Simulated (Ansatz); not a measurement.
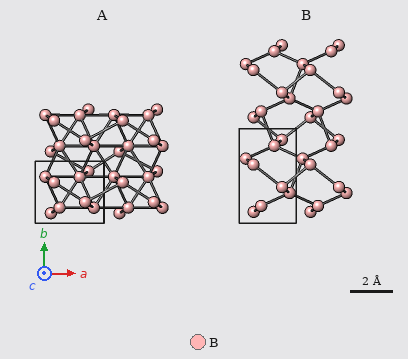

Two geometries of crystalline B (a generated structure, set up in Pnnm) (coarse preliminary run), drawn at one scale. One is the start of a relaxation, the other its converged end. The picture is a ball-and-stick view of the cell of the calculation, repeated 2 × 2 × 1 with one cell outlined, seen along the c axis.

Level of theory: DFT PBE, scalar-relativistic, plane waves, PAW (Ansatz 0.2.0). Set-up: plane-wave cutoff 420 eV; k-point mesh 6 × 4 × 2; occupations gaussian; smearing width 0.1 eV; no spin polarisation; cell and atoms relaxed; force threshold 0.04 eV/Å; at most 70 steps.

Which one is relaxed?

Answer. Structure A is the relaxed one. The largest moves relative to the cell, 0.24 Å, are those of B atoms. The volume changes by −12.1 %, with a 2.726 → 3.290 Å (+20.7 %), b 4.530 → 2.958 Å (−34.7 %), c 7.694 → 8.587 Å (+11.6 %). Near-neighbour distances that change, for instance: B–B 2.950 → 1.758 Å, B–B 2.496 → 1.912 Å, B–B 1.727 → 2.036 Å, B–B 1.673 → 1.927 Å. New bonds form: B–B (2.95 → 1.76 Å). Among the angles between lasting bonds that change: B–B–B 93.0° → 62.1°, B–B–B 103.3° → 119.5°, B–B–B 129.4° → 117.4°. The space group stays Pnnm (No. 58). Over 17 accepted moves (21 points after the start) the energy falls by 640 meV per atom. The largest force component goes from 1.9 to 0.014 eV/Å. Pressure: 30.25 GPa at the start and 0.00 GPa at the end. The line search rejected the trial steps at points 9, 14 of the run. The SCF was repeated twice at an unchanged geometry on a basis and grid sized afresh for the cell, which shifted the energy by 12.8 meV per atom at most.

Limits of the set-up: the k-point mesh is coarse for a cell with partly filled bands.
